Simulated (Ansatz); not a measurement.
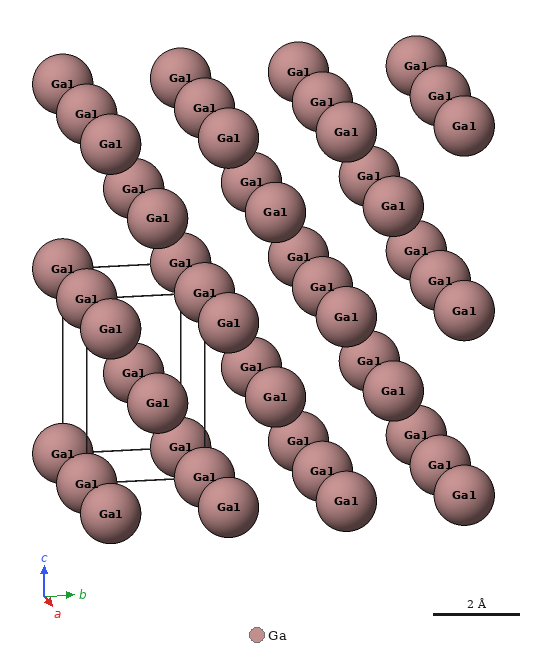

Reference structure: a symmetric starting cell of Ga. A spheres-only model of the conventional cell (2 times the calculation's cell), repeated 2 × 3 × 2 with one cell outlined, seen slightly off an axis. Lengths and directions refer to the drawn axes.

Theory: Ansatz, DFT PBEsol, scalar-relativistic, plane waves, PAW. Settings: plane-wave cutoff 420 eV; k-point mesh 20 × 20 × 20; occupations gaussian; smearing width 0.1 eV; no spin polarisation.

The variant: The cell is strained by +0.5 % along c and +2.0 % across it (volume +4.5 %), the atoms keeping their fractional coordinates. No relaxation follows. The starting cell wasn't computed here and needn't be at equilibrium, so pressure and forces aren't due to the change alone.

Question: What is the effect?

Answer: The pressure is −2.0 GPa (not all of it need come from the change, since the unchanged cell can be under pressure at this level too). The principal stresses (compression positive) are −1.4 GPa along c and −2.3 GPa across it. All forces vanish by symmetry. Some distances before and after: Ga–Ga 2.808 → 2.864 Å. The space group stays I4/mmm (No. 139).

The changed structure in the same view:

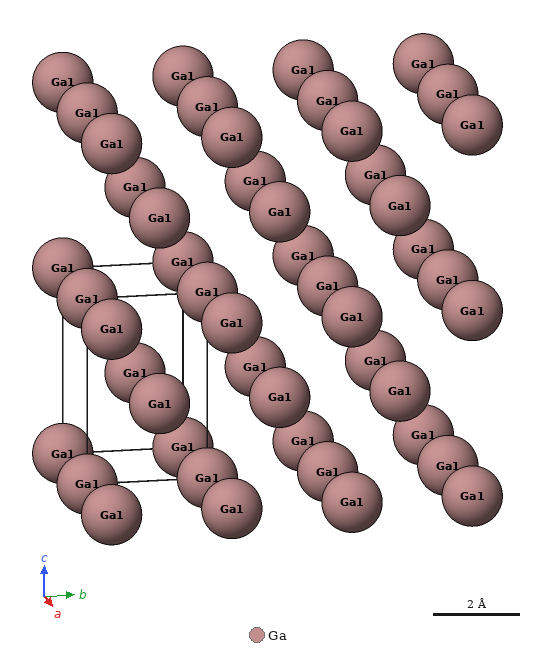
